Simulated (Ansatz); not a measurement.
```xyz
11
Lattice="3.2113 0.0000 0.0000 -1.6056 4.2197 0.0000 0.0000 0.0000 24.8902" Properties=species:S:1:pos:R:3 pbc="T T T"
Si    1.6056    1.8031    7.4999
Si    0.0000    3.6385    8.4811
W     0.0000    1.2219    9.4755
Si    1.6056    3.0250   10.4698
Si    1.6056    0.6407   11.4508
W     0.0000    2.4439   12.4451
Si    0.0000    0.0273   13.4395
Si    1.6056    1.8627   14.4204
W     0.0000    3.6658   15.4148
Si    0.0000    1.2492   16.4091
Si    1.6057    3.0846   17.3903
```

Not relaxed (largest force 1.0 eV/Å).

Computed with DFT r2SCAN, scalar-relativistic, plane waves, PAW in Ansatz 0.2.0.

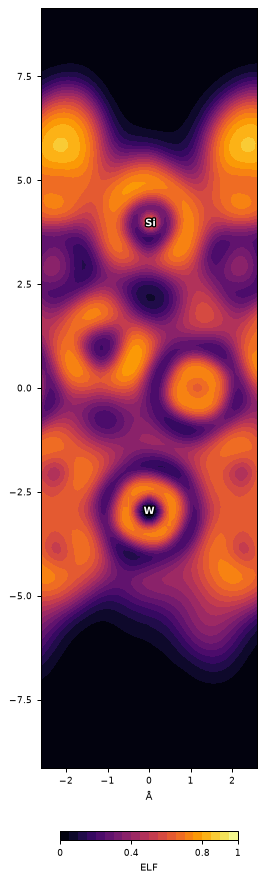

Si8W3 (slab). ELF on the (100) plane of the calculation cell, a cut from vacuum to vacuum.

Question: Interpret the plot.

Answer: The section cuts through W and Si sites. Atoms just off the plane (Si, 0.4 Å away and W, 0.4 Å away) can leave unmarked features too. The features right at W lie inside the PAW spheres, where the map follows smoothed inner orbitals and isn't to be read closely.
